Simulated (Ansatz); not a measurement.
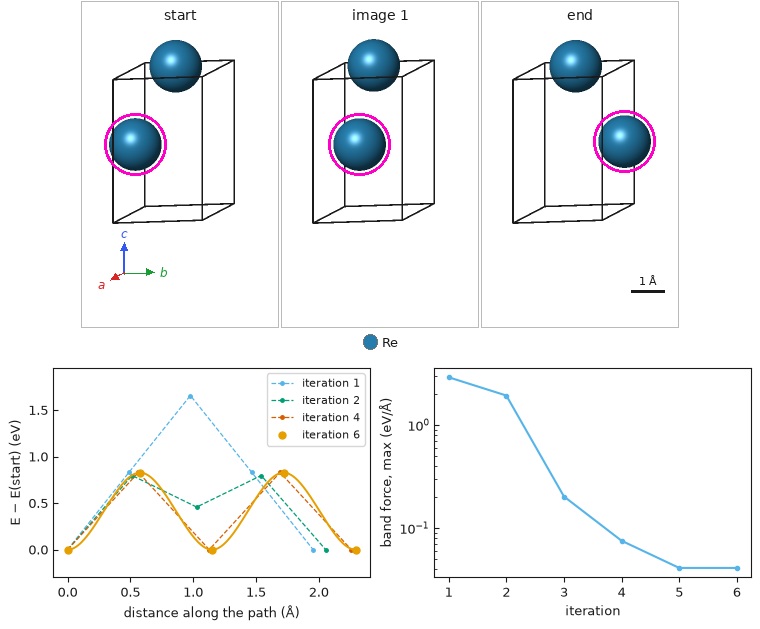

A nudged-elastic-band calculation for a 2-atom cell of Re (set up in P6_3/mmc). Images are numbered from 0 (start) to 4 (end). The plot follows the band through its iterations. A spheres-only model of the simulation cell (origin moved), seen slightly off an axis. The moving atom is ringed, with any periodic copies.

Computed with DFT, PBE, PAW with Ansatz's default frozen-core files, scalar-relativistic (Ansatz 0.2.0). Settings: plane-wave cutoff 420 eV; k-point mesh 9 × 9 × 5; Fermi-Dirac smearing 0.05 eV; 3 movable images; climbing image.

Question: Judge this run.

Answer: The run is converged, with reservations. The band converged in 6 iterations. The largest component of the band force went from 2.9 to 0.041 eV/Å. The climbing image converged on the top of the path. Its curvatures weren't checked. The first iteration put the highest image at 1.66 eV. The two ends have the same energy, and the highest point, image 1, lies 0.83 eV above the start. The profile has 2 maxima (images 1, 3) with a dip at image 2 (0.00 eV), so the process runs in steps.

Cost: 4.2 min on 4 threads of Arm Neoverse N1, on a shared host, peak memory 0.91 GiB.
